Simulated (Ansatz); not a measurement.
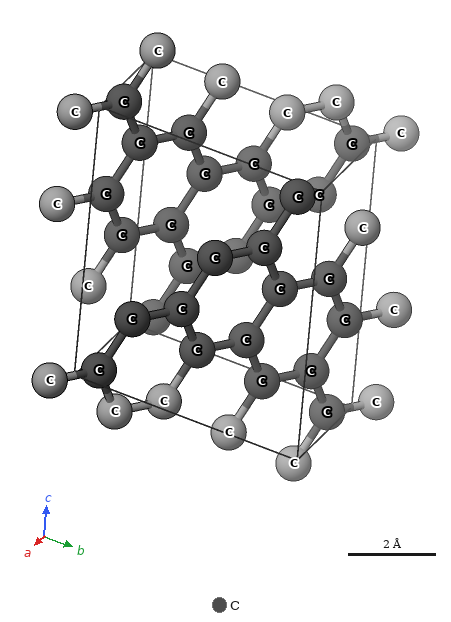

Fig. 1: The input geometry (ball-and-stick view of the cell of the calculation, seen slightly off an axis; neighbours outside the cell are drawn fainter). Near neighbours in the crystal (not all of them lie inside the picture): C has 3 C at 1.42 Å.

# Single-point calculation of C

C (18 atoms in the cell), computed with DFT PBE+D3(BJ), scalar-relativistic, plane waves, PAW, no spin polarisation (Ansatz 0.2.0).

The structure derives from an entry of the Crystallography Open Database. It belongs to a series of runs on one base structure; here: the relaxed cell repeated 9 times, on the trajectory's mesh.

## What the program printed
```
Engine: ansatz 0.2.0, x86_64-unknown-linux-gnu
Pseudopotentials: kind: paw
Pseudopotential: C, paw, valence charge 4, recommended cutoff 420 eV (normal), C.paw.azcp
Functional definition: PBE
  parameter kappa = 0.804
  parameter beta = 0.06672455060314922
  exchange = pbe_x(kappa = kappa, mu = beta*pi^2/3)
  correlation = pbe_c(beta = beta)
Crystal: 18 atoms, lattice volume = 157.407 Å³
Basis set: ecut = 420 eV, 3095 PW (Γ), exchange–correlation on 80×80×90 points (8 copies of the dense FFT grid, shifted against one another)
Bands: 54, of which v1, the nominal top of the filled ones, is band 36 counted from 1 (35 counted from 0)
Symmetry: 1 space group operations
k-points: 32 of 64 (time reversal used)
Non-local potential: C, projectors of the file, l = 0: 2, l = 1: 2, l = 2: 1
PAW form: soft (Blöchl's): semilocal exchange-correlation on the pseudo side does not see the compensation charge
PAW one-centre angular grid: C, 110 points (default); XC on 64 Gauss nodes
Initial density: superposition of atomic densities (neutral atoms: chi_scale 0, normalization atom), corrected by the library's trained network
Initial wavefunctions: pseudopotential atomic-orbital guess
Functional: x = pbe(κ = 0.804, μ = 0.2195149727645171), c = pbe(β = 0.06672455060314922)
SCF iter   1: F=—  HF=-4519.481915 eV  |F-HF|=—  |Δ(HF+E_count)|=         —  Δρ=2.36e-3  dr2=7.48e-3  ethr=1.77e-3  ⟨swp⟩=9.5  Hψ=9185  notcnv=0  defer=82
preconditioner: auto → Resta (q_TF=auto, 2.395 Å⁻¹)  ε∞=3.6  [insulator: Δε(μ)=0.374 eV  Ē_g=15.682 eV  σ=0.100 eV  W_gap=0.99  n_scr=40 (ndim 8)  ℏωp=25.1 eV  f_vac=0.005  D(μ)=0.03/eV (n_scr^D=0)  ε∞_Penn≈3.6]
SCF iter   2: F=—  HF=-4519.483477 eV  |F-HF|=—  |Δ(HF+E_count)|=   1.56e-3  Δρ=1.29e-3  dr2=2.27e-3  ethr=1.04e-5  ⟨swp⟩=2.1  Hψ=3090  notcnv=0  defer=97
SCF iter   3: F=—  HF=-4519.484242 eV  |F-HF|=—  |Δ(HF+E_count)|=   7.65e-4  Δρ=2.03e-4  dr2=2.97e-5  ethr=3.16e-6  ⟨swp⟩=2.0  Hψ=2491  notcnv=0  defer=2
automatic band count: iteration 3 solves 45 bands in place of 54: the levels show a gap, and the empty bands left out lie too high to hold charge; the band table lists the bands solved (type scf.n_extra_bands for more)
SCF iter   4: F=—  HF=-4519.484401 eV  |F-HF|=—  |Δ(HF+E_count)|=   1.59e-4  Δρ=5.00e-5  dr2=4.01e-6  ethr=4.12e-8  ⟨swp⟩=2.0  Hψ=2218  notcnv=0  defer=2
SCF iter   5: F=—  HF=-4519.484402 eV  |F-HF|=—  |Δ(HF+E_count)|=   1.71e-6  Δρ=2.90e-5  dr2=1.41e-6  ethr=5.57e-9  ⟨swp⟩=2.0  Hψ=2439  notcnv=0  defer=2
SCF iter   6: F=-4519.484402 eV  HF=-4519.484402 eV  |F-HF|=5.57e-8  |Δ(HF+E_count)|=   9.14e-9  Δρ=5.21e-6  dr2=5.68e-8  ethr=1.39e-10  ⟨swp⟩=9.0  Hψ=7280  notcnv=0
SCF 1 converged in 6 iterations: F = -4519.484402 eV  dr2 = 5.68e-8
  greatest PAW one-centre occupation: 0.675 electrons in one spin orbital (limit 2), on the C atom at site 9 (counted from 0), in its partial waves of l = 0
SCF converged after 6 iterations
Free energy (F): -4519.484402 eV
Harris-Foulkes:  -4519.484402 eV  (|F-HF|=5.57e-8)
Internal energy: -4519.484239 eV  (E = F + TS)
E sigma→0 (E₀):  -4519.484321 eV
Entropy (-TS):   -0.000163 eV (-0.009 meV/atom)
Fermi energy:    7.343630 eV
--- Per-component energies (eV) ---
  E_band       = -149.507247
  E_kinetic    = 1643.120143
  E_local      = -2753.769248  (includes V_loc(G=0)·N_el)
  E_nonlocal   = 492.997960
  E_hartree    = 831.871929
  E_xc         = -865.987576
  E_vxc        = -1072.381566  (∫ρ·V_xc dr)
  E_paw        = -1788.804772  (= ΣΔE_a)
  E_vpaw       = -123.210310  (= ΣTr[D̂ρ^β])
  E_aug_tail   = 0.000137  (compensation charges beyond the density's cutoff)
  E_ewald      = -2076.089527
  E_disp       = -2.823286  (pairwise vdW)
  E_smearing   = -0.000163  (= −TS)
  E_closure    = -0.000000  (closes the sum)
  Σ components = -4519.484402   (vs F -4519.484402, Δ=0.00e0)
--- Forces (eV/Å), atoms counted from 1 ---
  atom   1  C     -0.03560405     0.01480615    -0.00000089
  atom   2  C     -0.03561758     0.01479413    -0.00000082
  atom   3  C     -0.03559235     0.01482306    -0.00000110
  atom   4  C     -0.03555995     0.01478312    -0.00000094
  atom   5  C     -0.03556617     0.01477792     0.00000097
  atom   6  C     -0.03557587     0.01475835    -0.00000002
  atom   7  C     -0.03557201     0.01478128     0.00000022
  atom   8  C     -0.03558987     0.01477957     0.00000047
  atom   9  C     -0.03555041     0.01479932    -0.00000125
  atom  10  C      0.03560895    -0.01481222    -0.00000002
  atom  11  C      0.03559285    -0.01476899     0.00000026
  atom  12  C      0.03557968    -0.01480275    -0.00000074
  atom  13  C      0.03555819    -0.01477094     0.00000024
  atom  14  C      0.03557799    -0.01478096     0.00000017
  atom  15  C      0.03556685    -0.01481426    -0.00000164
  atom  16  C      0.03558775    -0.01477850     0.00000033
  atom  17  C      0.03558551    -0.01480804    -0.00000186
  atom  18  C      0.03557005    -0.01476454    -0.00000047
  max |Σ_I F_I| component: 7.08e-6 eV/Å
--- Stress (GPa, compression-positive) ---
        4.917844       0.309704       0.000000
        0.309704       4.635525      -0.000000
        0.000000       0.000000       0.593889
  P = ⅓ Tr σ = 3.3824 GPa (33.824 kbar)
--- Band table (eV; the first three rows and the last of 32) ---
  k-point 0: bands = ["-12.3703", "-10.9297", "-10.6439", "-10.4746", "-9.3736", "-8.5470", "-7.3702", "-7.0342", "-6.8143", "-5.7882", "-5.7778", "-4.8467", "-4.3057", "-2.6490", "-2.1814", "-1.3775", "-0.7400", "-0.6507", "-0.6155", "-0.2999", "-0.1965", "0.3396", "0.4025", "0.5202", "0.8690", "1.1613", "1.4343", "2.0286", "2.3711", "2.5322", "3.1892", "3.2837", "3.5884", "5.1569", "5.3912", "6.0277", "8.4073", "8.6086", "9.3009", "10.5588", "11.7065", "12.3830", "12.7633", "14.0204", "14.1840"]
  k-point 1: bands = ["-11.6540", "-11.6540", "-11.0198", "-11.0198", "-7.9612", "-7.9612", "-7.2846", "-6.9973", "-6.9973", "-6.2668", "-5.5545", "-5.5545", "-4.3883", "-4.3883", "-1.1800", "-1.1800", "-0.9531", "-0.9531", "0.2683", "0.2683", "0.4170", "0.4170", "0.6785", "1.0919", "1.0919", "1.2227", "1.2228", "1.5837", "1.5837", "2.4388", "2.4388", "3.9555", "3.9555", "4.9358", "4.9358", "5.2412", "9.0190", "9.0190", "9.3370", "9.8519", "9.8519", "13.2253", "13.2253", "14.6604", "14.6604"]
  k-point 2: bands = ["-12.3703", "-10.9297", "-10.6439", "-10.4746", "-9.3736", "-8.5470", "-7.3702", "-7.0342", "-6.8143", "-5.7882", "-5.7778", "-4.8467", "-4.3057", "-2.6490", "-2.1814", "-1.3775", "-0.7400", "-0.6507", "-0.6155", "-0.2999", "-0.1965", "0.3396", "0.4025", "0.5202", "0.8690", "1.1613", "1.4343", "2.0286", "2.3711", "2.5322", "3.1892", "3.2837", "3.5884", "5.1569", "5.3912", "6.0277", "8.4073", "8.6086", "9.3009", "10.5588", "11.7065", "12.3830", "12.7633", "14.0204", "14.1840"]
  k-point 31: bands = ["-12.2598", "-11.2535", "-10.9662", "-9.5142", "-8.8513", "-8.8123", "-8.2657", "-8.0471", "-6.8398", "-4.9665", "-4.6393", "-4.2660", "-3.8981", "-3.3910", "-2.9058", "-2.4434", "-1.8673", "-0.3770", "-0.0414", "0.1342", "0.2636", "0.4844", "0.5310", "0.6472", "0.6881", "0.8136", "1.7078", "2.0503", "2.8145", "2.8898", "3.3638", "3.5907", "3.8008", "4.1382", "4.8351", "6.2351", "8.4218", "9.5304", "9.8512", "9.9092", "10.1255", "11.6925", "12.5144", "14.7790", "14.8536"]
```

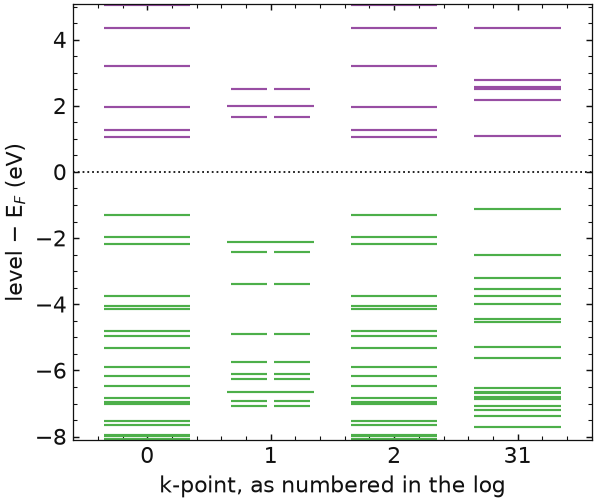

Fig. 2: Kohn–Sham levels near the Fermi level (dotted) at the few k-points that the log prints; levels within 0.02 eV of each other stand side by side. Among these points the highest filled and lowest empty levels are 2.17 eV apart; the gap on the full mesh, 0.37 eV, has an edge at a point that isn't printed.

The run was set up as follows.

## The input
```yaml
crystal:
  lattice:
    - [1.228, 4.254, 3.348]
    - [-1.228, -4.254, 3.348]
    - [4.912, -2.127, -3.348]
  atoms:
    - { symbol: C, position: [0.7222233333, 0.1296277778, 0.8518511111] }
    - { symbol: C, position: [0.0555566667, 0.9074055556, 0.9629622222] }
    - { symbol: C, position: [0.38889, 0.6851833333, 0.0740733333] }
    - { symbol: C, position: [0.7222233333, 0.7962944444, 0.5185177778] }
    - { symbol: C, position: [0.0555566667, 0.5740722222, 0.6296288889] }
    - { symbol: C, position: [0.38889, 0.35185, 0.74074] }
    - { symbol: C, position: [0.7222233333, 0.4629611111, 0.1851844444] }
    - { symbol: C, position: [0.0555566667, 0.2407388889, 0.2962955556] }
    - { symbol: C, position: [0.38889, 0.0185166667, 0.4074066667] }
    - { symbol: C, position: [0.9444433333, 0.7592611111, 0.7037044444] }
    - { symbol: C, position: [0.2777766667, 0.5370388889, 0.8148155556] }
    - { symbol: C, position: [0.61111, 0.3148166667, 0.9259266667] }
    - { symbol: C, position: [0.9444433333, 0.4259277778, 0.3703711111] }
    - { symbol: C, position: [0.2777766667, 0.2037055556, 0.4814822222] }
    - { symbol: C, position: [0.61111, 0.9814833333, 0.5925933333] }
    - { symbol: C, position: [0.9444433333, 0.0925944444, 0.0370377778] }
    - { symbol: C, position: [0.2777766667, 0.8703722222, 0.1481488889] }
    - { symbol: C, position: [0.61111, 0.64815, 0.25926] }
  symmetry: { detect: false }
basis:
  ecutwfc: 420
kpoints:
  mp_grid: { grid: [4, 4, 4], shift: [0.5, 0.5, 0.5] }
hamiltonian:
  xc: pbe
  dispersion: d3bj
scf:
  occupations: { method: gaussian, width: 0.1 }
output:
  forces: true
  stress: true
  eigenvalues: true
```

Launched with:
```bash
ansatz run input.yaml --threads 4 --pin off --max-ram 5120MiB --backend cpu --events-out ev --progress --plain --runs-dir out
```

## Results in brief

- outcome: converged
- space group (tolerance 0.01 Å): Fmmm (69)
- electrons treated: 72
- free energy: −4519.4844 eV
- Fermi energy: 7.344 eV
- gap on the k-point mesh: 0.37 eV
- pressure: 3.38 GPa
- largest force (length of the vector): 0.039 eV/Å
- hardware: 4 threads of an x86-64 CPU, shared host
- wall time: 2.9 s (CPU time 11 s)
- peak memory: 0.73 GiB
